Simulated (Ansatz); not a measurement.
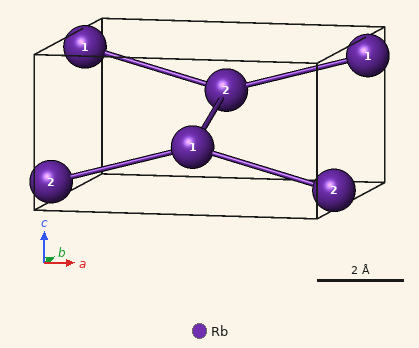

*The input geometry (ball-and-stick view of the cell 2 times as large as that of the calculation, set on its symmetry axes, seen slightly off an axis; atoms are numbered from 1 in the order of the input). An atom can appear more than once, as a periodic image.*

**Run report: Rb, band-structure calculation**

System: Rb (I4₁/amd, 2 atoms in the cell).
Method: DFT, PBE, PAW with Ansatz's default frozen-core files, scalar-relativistic, no spin polarisation (Ansatz 0.2.0).

It belongs to a series of runs on one base structure; here: volume scaled by 0.45, PAW files. Figures and captions count atoms from 1; the log counts them from 0 in places.

### Input
```yaml
crystal:
  lattice:
    - [-3.4127348602, 3.4127348602, 1.8407190564]
    - [3.4127348602, -3.4127348602, 1.8407190564]
    - [3.4127348602, 3.4127348602, -1.8407190564]
  atoms:
    - { symbol: Rb, position: [-0.375, -0.125, -0.25] }
    - { symbol: Rb, position: [0.375, 0.125, 0.25] }
kpoints:
  mp_grid: { grid: [9, 9, 9] }
  band_path:
    path:
      - [0.0, 0.0, 0.0]
      - [0.0, 0.0, 0.5]
      - [-0.5, 0.5, 0.5]
      - [0.0, 0.0, 0.0]
      - [0.3227293872, 0.3227293872, -0.3227293872]
      - [-0.3227293872, 0.6772706128, 0.3227293872]
      - [-0.5, 0.5, 0.5]
      - [0.0, 0.0, 0.5]
      - [0.25, 0.25, 0.25]
    npoints: 8
scf:
  occupations: { method: fermi_dirac, width: 0.08 }
hamiltonian:
  xc: pbe
  pseudopotentials: { kind: paw }
output:
  forces: true
  stress: true
  eigenvalues: true
  populations: true
  dos: { projected: true, de: 0.2, e_range: [-14, 8] }
  write_density: true
  write_potential: true
  elf: true
  volumetric_format: npy
```

Launched with:
```bash
ansatz run input.yaml --threads 1 --pin off --max-ram 2048MiB --backend cpu --events-out ev --progress --plain --runs-dir out
```

### Log
```
Engine: ansatz 0.2.0, aarch64-unknown-linux-gnu
Pseudopotentials: kind: paw
Pseudopotential: Rb, paw, valence charge 9, recommended cutoff 420 eV (normal), Rb.paw.azcp
Functional definition: PBE
  parameter kappa = 0.804
  parameter beta = 0.06672455060314922
  exchange = pbe_x(kappa = kappa, mu = beta*pi^2/3)
  correlation = pbe_c(beta = beta)
Crystal: 2 atoms, lattice volume = 85.754 Å³
Basis set: ecut = 420 eV, 1707 PW (Γ), exchange–correlation on 72×72×72 points (8 copies of the dense FFT grid, shifted against one another)
Bands: 13, of which v1, the nominal top of the filled ones, is band 9 counted from 1 (8 counted from 0)
Symmetry: 16 space group operations
Space group: I41/amd (ITA 141), of the structure as read, at distance tolerance 4.4e-5 Å
k-points: 75 of 729
Non-local potential: Rb, projectors of the file, l = 0: 3, l = 1: 2, l = 2: 2
PAW form: soft (Blöchl's): semilocal exchange-correlation on the pseudo side does not see the compensation charge
PAW one-centre angular grid: Rb, 110 points (default); XC on 64 Gauss nodes
Initial density: superposition of atomic densities (neutral atoms: chi_scale 0, normalization atom), corrected by the library's trained network
Initial wavefunctions: pseudopotential atomic-orbital guess
Functional: x = pbe(κ = 0.804, μ = 0.2195149727645171), c = pbe(β = 0.06672455060314922)
SCF iter   1: F=—  HF=-6533.161300 eV  |F-HF|=—  |Δ(HF+E_count)|=         —  Δρ=1.33e-3  dr2=1.84e-3  ethr=1.77e-3  ⟨swp⟩=6.1  Hψ=6442  notcnv=0
preconditioner: auto → Kerker (q_TF=auto, 2.103 Å⁻¹)  [metal: Δε(μ)=0.021 eV  Ē_g=13.205 eV  σ=0.080 eV  W_gap=0.07  n_scr=16 (ndim 8)  ℏωp=15.0 eV  f_vac=0.000  D(μ)=2.92/eV (n_scr^D=16)]
SCF iter   2: F=—  HF=-6533.161883 eV  |F-HF|=—  |Δ(HF+E_count)|=   5.83e-4  Δρ=7.62e-4  dr2=8.18e-4  ethr=1.02e-5  ⟨swp⟩=2.1  Hψ=2083  notcnv=0
SCF iter   3: F=—  HF=-6533.162030 eV  |F-HF|=—  |Δ(HF+E_count)|=   1.47e-4  Δρ=3.45e-4  dr2=1.79e-4  ethr=4.54e-6  ⟨swp⟩=1.0  Hψ=977  notcnv=0
SCF iter   4: F=—  HF=-6533.162051 eV  |F-HF|=—  |Δ(HF+E_count)|=   2.11e-5  Δρ=1.02e-4  dr2=6.52e-6  ethr=9.95e-7  ⟨swp⟩=1.2  Hψ=1018  notcnv=0
SCF iter   5: F=—  HF=-6533.162051 eV  |F-HF|=—  |Δ(HF+E_count)|=   3.05e-8  Δρ=1.86e-5  dr2=2.96e-7  ethr=3.62e-8  ⟨swp⟩=2.5  Hψ=1595  notcnv=0
SCF iter   6: F=-6533.162051 eV  HF=-6533.162051 eV  |F-HF|=5.17e-9  |Δ(HF+E_count)|=   3.82e-7  Δρ=3.88e-6  dr2=1.44e-8  ethr=5.56e-10  ⟨swp⟩=10.3  Hψ=8085  notcnv=0
SCF 1 converged in 6 iterations: F = -6533.162051 eV  dr2 = 1.44e-8
  greatest PAW one-centre occupation: 0.976 electrons in one spin orbital (limit 2), on the Rb atom at site 1 (counted from 0), in its partial waves of l = 0
```

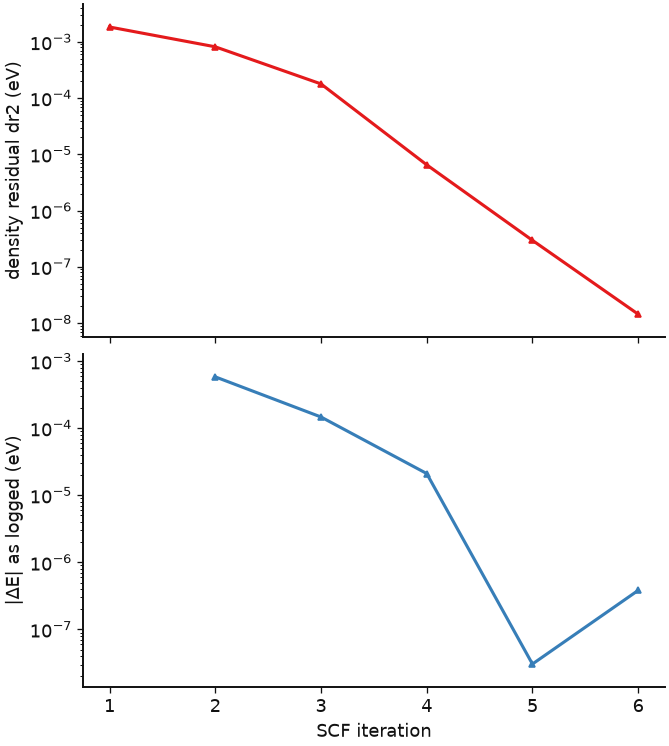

*Convergence of the self-consistent field: density residual dr2 and size of the energy change against the SCF iteration.*

The residual falls at every step.

```
NSCF: frozen V_eff on 65 k-points
SCF converged after 6 iterations
Free energy (F): -6533.162051 eV
Harris-Foulkes:  -6533.162051 eV  (|F-HF|=5.17e-9)
Internal energy: -6533.101150 eV  (E = F + TS)
E sigma→0 (E₀):  -6533.131601 eV
Entropy (-TS):   -0.060901 eV (-30.451 meV/atom)
Fermi energy:    6.624456 eV
--- Per-component energies (eV) ---
  E_band       = -157.082393
  E_kinetic    = 387.496073
  E_local      = -1093.377096  (includes V_loc(G=0)·N_el)
  E_nonlocal   = 348.882567
  E_hartree    = 274.294452
  E_xc         = -261.589879
  E_vxc        = -274.517663  (∫ρ·V_xc dr)
  E_paw        = -5236.327101  (= ΣΔE_a)
  E_vpaw       = -74.155280  (= ΣTr[D̂ρ^β])
  E_aug_tail   = -0.000002  (compensation charges beyond the density's cutoff)
  E_ewald      = -952.480165
  E_smearing   = -0.060901  (= −TS)
  E_closure    = 0.000000  (closes the sum)
  Σ components = -6533.162051   (vs F -6533.162051, Δ=0.00e0)
--- Forces (eV/Å), atoms counted from 1 ---
  atom   1  Rb    -0.00000000     0.00000000     0.00000000
  atom   2  Rb     0.00000000    -0.00000000     0.00000000
  max |Σ_I F_I| component: 3.47e-18 eV/Å
--- Stress (GPa, compression-positive) ---
        7.883025       0.000000      -0.000000
        0.000000       7.883025      -0.000000
        0.000000      -0.000000       7.897682
  P = ⅓ Tr σ = 7.8879 GPa (78.879 kbar)
--- Band table (eV; the first three rows and the last of 75) ---
  k-point 0: bands = ["-22.5646", "-22.3398", "-7.0513", "-7.0513", "-6.2011", "-6.1929", "-6.1411", "-6.1411", "3.7285", "6.2379", "8.5770", "9.0237", "9.7482"]
  k-point 1: bands = ["-22.5577", "-22.3465", "-7.0343", "-7.0288", "-6.2414", "-6.1908", "-6.1819", "-6.1308", "3.8627", "6.3203", "8.4595", "9.0720", "9.6396"]
  k-point 2: bands = ["-22.5381", "-22.3659", "-6.9821", "-6.9634", "-6.3315", "-6.2933", "-6.1846", "-6.1262", "4.2450", "6.4981", "8.2418", "9.2217", "9.4076"]
  k-point 74: bands = ["-22.4526", "-22.4458", "-7.2718", "-7.2489", "-6.2145", "-6.2053", "-6.0473", "-6.0248", "6.4227", "6.6766", "7.8366", "8.0523", "9.8902"]
--- Löwdin populations: 2 sites ---
  site symbol       q [e]
     0     Rb      8.8689
     1     Rb      8.8689
  spilling = 0.014565 (of n_electrons = 18.000000)
```

### File dos.tsv
```
# E-E_F[eV]	g_bin_mean(E)[states/eV]	N(E)
# format = ansatz-dos/2
# fermi_ev = 6.624456
# fermi_mp_grid = 9 9 9
# fermi_mp_shift = 0 0 0
# tetrahedron_fermi_ev = 6.629130
# g_bin_mean(E): the states in a bin one row spacing wide, centred on E, divided by that spacing. States that the method places at a single energy (under output.dos.method: tetrahedron, those of a tetrahedron whose four corners have one energy) are counted whole in the row whose bin holds that energy (on the edge of two bins, in the lower row). The sum of g_bin_mean over a run of rows, times the row spacing, is the number of states from half a spacing under the first of them to half a spacing over the last (a plain sum, not the trapezoid rule).
-14.000000	0.000000e0	4.000000e0
-13.800000	5.628376e0	4.151514e0
-13.600000	1.244761e1	6.356677e0
-13.400000	8.240442e0	8.573391e0
-13.200000	8.241635e0	1.004586e1
-13.000000	8.837721e0	1.164296e1
-12.800000	1.517686e1	1.402210e1
-12.600000	1.427361e0	1.600000e1
-12.400000	0.000000e0	1.600000e1
-12.200000	0.000000e0	1.600000e1
-12.000000	0.000000e0	1.600000e1
-11.800000	0.000000e0	1.600000e1
-11.600000	0.000000e0	1.600000e1
-11.400000	0.000000e0	1.600000e1
-11.200000	0.000000e0	1.600000e1
-11.000000	0.000000e0	1.600000e1
-10.800000	0.000000e0	1.600000e1
-10.600000	0.000000e0	1.600000e1
-10.400000	0.000000e0	1.600000e1
-10.200000	0.000000e0	1.600000e1
-10.000000	0.000000e0	1.600000e1
-9.800000	0.000000e0	1.600000e1
-9.600000	0.000000e0	1.600000e1
-9.400000	0.000000e0	1.600000e1
-9.200000	0.000000e0	1.600000e1
-9.000000	0.000000e0	1.600000e1
-8.800000	0.000000e0	1.600000e1
-8.600000	0.000000e0	1.600000e1
-8.400000	0.000000e0	1.600000e1
-8.200000	0.000000e0	1.600000e1
-8.000000	0.000000e0	1.600000e1
-7.800000	0.000000e0	1.600000e1
-7.600000	0.000000e0	1.600000e1
-7.400000	0.000000e0	1.600000e1
-7.200000	0.000000e0	1.600000e1
-7.000000	0.000000e0	1.600000e1
-6.800000	0.000000e0	1.600000e1
-6.600000	0.000000e0	1.600000e1
-6.400000	0.000000e0	1.600000e1
-6.200000	0.000000e0	1.600000e1
-6.000000	0.000000e0	1.600000e1
-5.800000	0.000000e0	1.600000e1
-5.600000	0.000000e0	1.600000e1
-5.400000	0.000000e0	1.600000e1
-5.200000	0.000000e0	1.600000e1
-5.000000	0.000000e0	1.600000e1
-4.800000	0.000000e0	1.600000e1
-4.600000	0.000000e0	1.600000e1
-4.400000	0.000000e0	1.600000e1
-4.200000	0.000000e0	1.600000e1
-4.000000	0.000000e0	1.600000e1
-3.800000	0.000000e0	1.600000e1
-3.600000	0.000000e0	1.600000e1
-3.400000	0.000000e0	1.600000e1
-3.200000	0.000000e0	1.600000e1
-3.000000	0.000000e0	1.600000e1
-2.800000	3.867475e-2	1.600096e1
-2.600000	1.362836e-1	1.602013e1
-2.400000	2.004293e-1	1.605348e1
-2.200000	2.529542e-1	1.609890e1
-2.000000	3.135004e-1	1.615551e1
-1.800000	3.729082e-1	1.622416e1
-1.600000	4.351116e-1	1.630488e1
-1.400000	5.039972e-1	1.639849e1
-1.200000	5.886872e-1	1.650709e1
-1.000000	7.155389e-1	1.663785e1
-0.800000	7.854912e-1	1.678898e1
-0.600000	9.479372e-1	1.695346e1
-0.400000	1.207007e0	1.717197e1
-0.200000	1.849186e0	1.745833e1
0.000000	3.198104e0	1.798516e1
0.200000	4.162950e0	1.862248e1
0.400000	3.619977e0	1.963217e1
0.600000	6.179041e-1	1.996339e1
0.800000	3.851901e-1	2.000783e1
1.000000	1.481546e0	2.018714e1
1.200000	2.051663e0	2.056199e1
1.400000	2.433707e0	2.098888e1
1.600000	2.612545e0	2.153580e1
1.800000	2.554287e0	2.202646e1
2.000000	2.640020e0	2.257865e1
2.200000	2.339251e0	2.304540e1
2.400000	2.870820e0	2.355278e1
2.600000	8.199313e-1	2.400333e1
2.800000	1.233620e0	2.408675e1
3.000000	3.624034e0	2.455601e1
3.200000	3.426417e0	2.533333e1
3.400000	1.020320e0	2.581638e1
3.600000	4.339973e-1	2.593713e1
3.800000	1.260069e-1	2.599942e1
4.000000	0.000000e0	2.600000e1
4.200000	0.000000e0	2.600000e1
4.400000	0.000000e0	2.600000e1
4.600000	0.000000e0	2.600000e1
4.800000	0.000000e0	2.600000e1
5.000000	0.000000e0	2.600000e1
5.200000	0.000000e0	2.600000e1
5.400000	0.000000e0	2.600000e1
5.600000	0.000000e0	2.600000e1
5.800000	0.000000e0	2.600000e1
6.000000	0.000000e0	2.600000e1
6.200000	0.000000e0	2.600000e1
6.400000	0.000000e0	2.600000e1
6.600000	0.000000e0	2.600000e1
6.800000	0.000000e0	2.600000e1
7.000000	0.000000e0	2.600000e1
7.200000	0.000000e0	2.600000e1
7.400000	0.000000e0	2.600000e1
7.600000	0.000000e0	2.600000e1
7.800000	0.000000e0	2.600000e1
8.000000	0.000000e0	2.600000e1
```

### File rho_z.tsv
```
# z_ang	rho[e/angstrom^3]
# format = ansatz-planar-average/11
# lattice	-3.412734860	3.412734860	1.840719056
# lattice	3.412734860	-3.412734860	1.840719056
# lattice	3.412734860	3.412734860	-1.840719056
# sites	2
# site	37	-0.000000000	-1.706367430	-0.460179764
# site	37	0.000000000	1.706367430	0.460179764
0.000000	7.169833e-2
0.143484	7.874520e-2
0.286969	1.005563e-1
0.430453	1.377969e-1
0.573938	1.878071e-1
0.717422	2.421239e-1
0.860907	2.886144e-1
1.004391	3.184496e-1
1.147875	3.317393e-1
1.291360	3.349015e-1
1.434844	3.317393e-1
1.578329	3.184496e-1
1.721813	2.886144e-1
1.865298	2.421239e-1
2.008782	1.878071e-1
2.152266	1.377969e-1
2.295751	1.005563e-1
2.439235	7.874520e-2
2.582720	7.169833e-2
2.726204	7.874520e-2
2.869689	1.005563e-1
3.013173	1.377969e-1
3.156657	1.878071e-1
3.300142	2.421239e-1
3.443626	2.886144e-1
3.587111	3.184496e-1
3.730595	3.317393e-1
3.874080	3.349015e-1
4.017564	3.317393e-1
4.161048	3.184496e-1
4.304533	2.886144e-1
4.448017	2.421239e-1
4.591502	1.878071e-1
4.734986	1.377969e-1
4.878471	1.005563e-1
5.021955	7.874520e-2
```

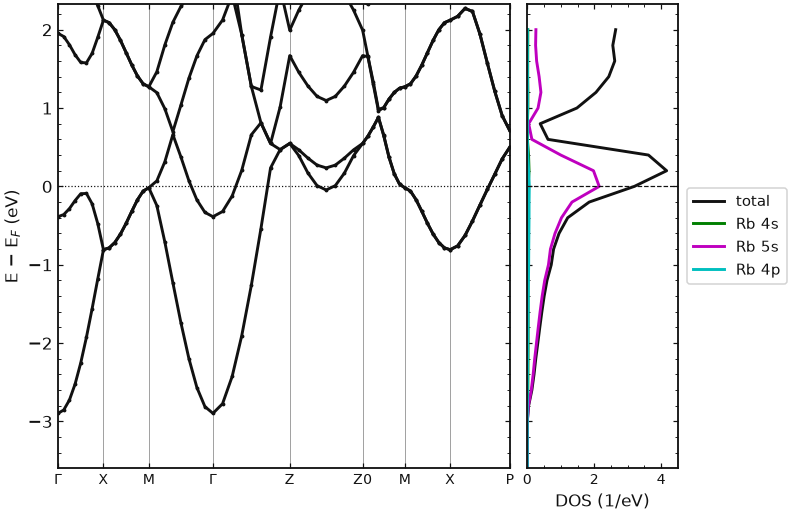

*Band structure along Γ–X–M–Γ–Z–Z0–M–X–P and density of states (projected on Löwdin-orthogonalised atomic shells), with energies from the Fermi level.*

Bands cross the Fermi level: a metal at this level of theory.

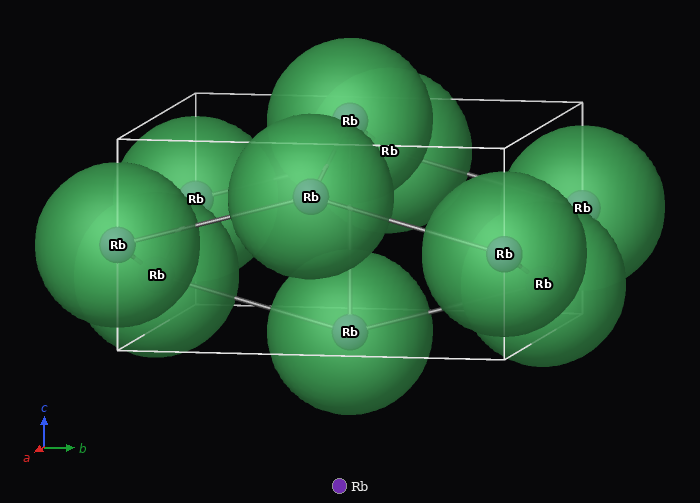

*Isosurface of the valence electron density at 0.1 e/Å³ (green), seen slightly off an axis. Sticks mark near contacts. The outline is the cell set on symmetry axes.*

At this value the density breaks into separate islands; it holds about 85 % of the electrons treated as valence (semicore included). It is pinched off along the Rb–Rb (3.53 Å) and Rb–Rb (3.68 Å) contacts. On the grid the lowest density along these lines, outside the cores, is 0.05 e/Å³ (Rb–Rb, 3.53 Å) and 0.04 e/Å³ (Rb–Rb, 3.68 Å). In a PAW calculation such maps are meaningful between the atoms, not at the nuclei.

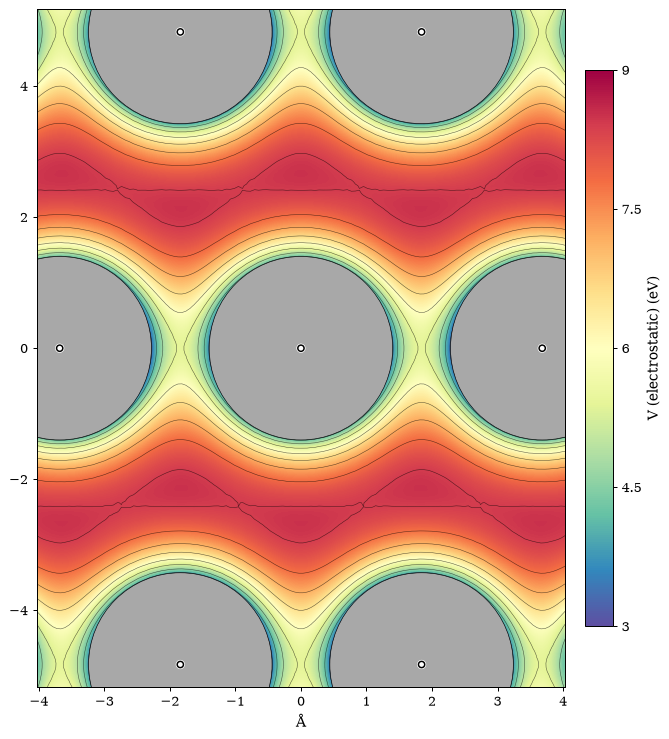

*Electrostatic potential (local pseudopotential plus Hartree) felt by an electron on the (110) plane of the conventional cell. Circles mark the nuclei in the plane (Rb). Grey discs, where drawn, cover atomic cores.*

Outside the cores the potential energy rises away from the atoms and is highest about 2.6 Å from the nearest atoms; outside the discs it spans about 5 eV, and its zero is arbitrary.

### Key numbers

```csv
quantity,value
outcome,converged
space group (tolerance 0.01 Å),I4₁/amd (141)
electrons treated,18
free energy,−6533.1621 eV
Fermi energy,6.624 eV
pressure,7.89 GPa
electronic character,metal
largest force (length of the vector),under 0.001 eV/Å
hardware,"1 thread of Arm Neoverse V1, 112 GiB of memory available, shared host"
wall time,8.8 s
peak memory,0.33 GiB
```

### Remarks

The cell is under a pressure of 7.9 GPa at this level, so it is not at its equilibrium volume.
